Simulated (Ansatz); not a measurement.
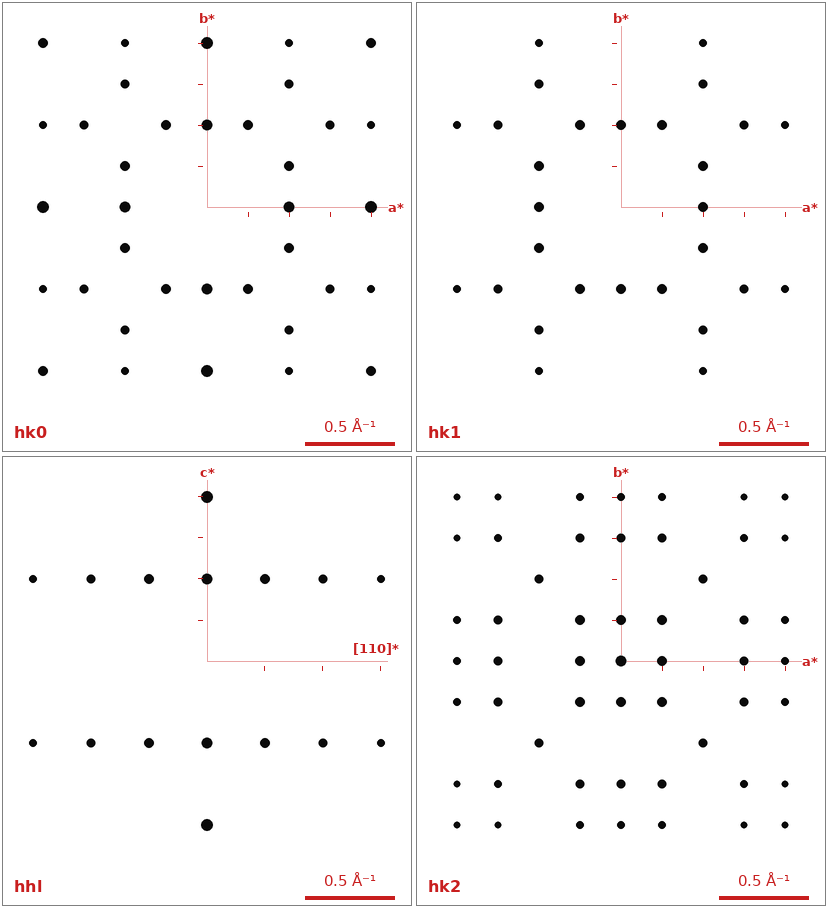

Simulated precession-type sections (X-rays; kinematic intensities, B = 0.5 Å²). The ticks mark integer indices of the conventional cell.

The compound is Ni. Structure: the end point of a relaxation with Ansatz 0.2.0, DFT, LDA (PW92), plane waves (420 eV) with PAW, scalar-relativistic; the starting structure was generated, so it need not be a known form of this composition.

### What cell do the layers give?

a* = 0.230, b* = 0.230, c* = 0.230 Å⁻¹; the cell is cubic with a = 4.34 Å.

### List the systematic absences.

Reflections are present only under these conditions. hkl: no condition; hk0: no condition; hhl: l = 2n; h00: h = 2n. The lattice is primitive (P). Further gaps, such as 0 4 1, 4 0 1, 1 4 0, come from atoms on special positions, not from the group's general conditions. A few very weak reflections are below the display threshold.

### Which space groups fit?

The intensities have Laue symmetry m-3m (the hk0 layer shows 4mm, hk1 shows 4mm). With these conditions the candidates are P-43n (No. 218), Pm-3n (No. 223). Diffraction geometry alone does not choose among them; the structure has Pm-3n.
